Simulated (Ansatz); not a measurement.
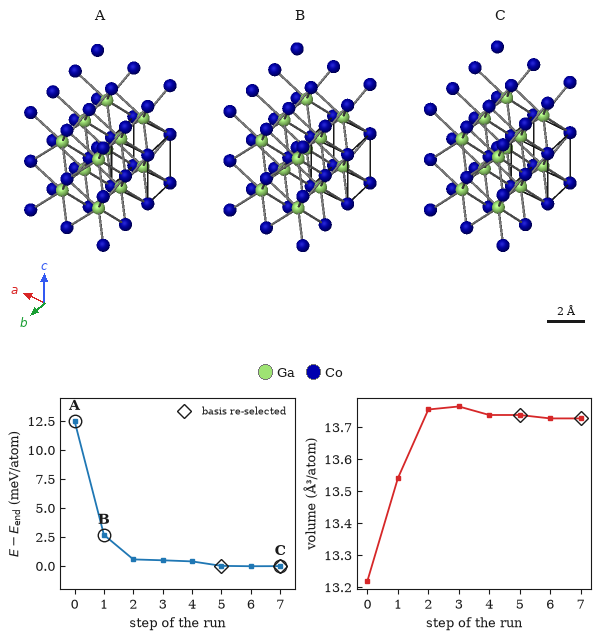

Frames of a relaxation of crystalline GaCo (a generated structure, set up in P-6m2), marked on the history of the run. A ball-and-stick model of the cell of the calculation, repeated 2 × 3 × 2 with one cell outlined, seen from a free direction.

Case: B → Ga, Ir → Co on all its sites, cell and atoms relaxed.

Computed with DFT PBE, scalar-relativistic, plane waves, PAW in Ansatz.

The input:
```yaml
crystal:
  lattice:
    - [3.2486915016, 0.0, 0.0]
    - [-1.6243457508, 2.8134493694, 0.0]
    - [0.0, 0.0, 2.8929292609]
  atoms:
    - { symbol: Ga, position: [0.3333333333, 0.6666666667, 0.5] }
    - { symbol: Co, position: [0.0, 0.0, 0.0] }
basis:
  ecutwfc: 420
kpoints:
  mp_grid: { grid: [15, 15, 14] }
hamiltonian:
  xc: pbe
scf:
  occupations: { method: gaussian, width: 0.1 }
output:
  forces: true
  stress: true
  eigenvalues: true
relax:
  adjacent_minimum: "off"
  f_tol: 0.01
  max_steps: 60
  cell: { stress_tol: 0.1 }
```

Command:
```bash
ansatz run input.yaml --threads 1 --pin off --max-ram 1331MiB --backend cpu --events-out ev --progress --plain --runs-dir out
```

**What happens along the run?**

No atom moves by more than 0.005 Å relative to the cell. The volume changes by +3.8 %, with a = b 3.249 → 3.255 Å (+0.2 %), c 2.893 → 2.991 Å (+3.4 %). Among the contacts that change: Ga1–Co2 2.369 → 2.402 Å. The space group stays P-6m2 (No. 187). The energy falls by 12.5 meV per atom in 5 accepted moves (7 points after the start). All forces vanish by symmetry, so only the cell relaxes. Pressure: 6.63 GPa at the start and 0.00 GPa at the end. The SCF was repeated twice at an unchanged geometry on a basis and grid sized afresh for the cell, which shifted the energy by 0.4 meV per atom at most. The run took about 40 core-seconds on a shared host. From step 0 to 1: volume +2.4 %, energy −9.8 meV per atom. From step 1 to 7: volume +1.4 %, energy −2.7 meV per atom.
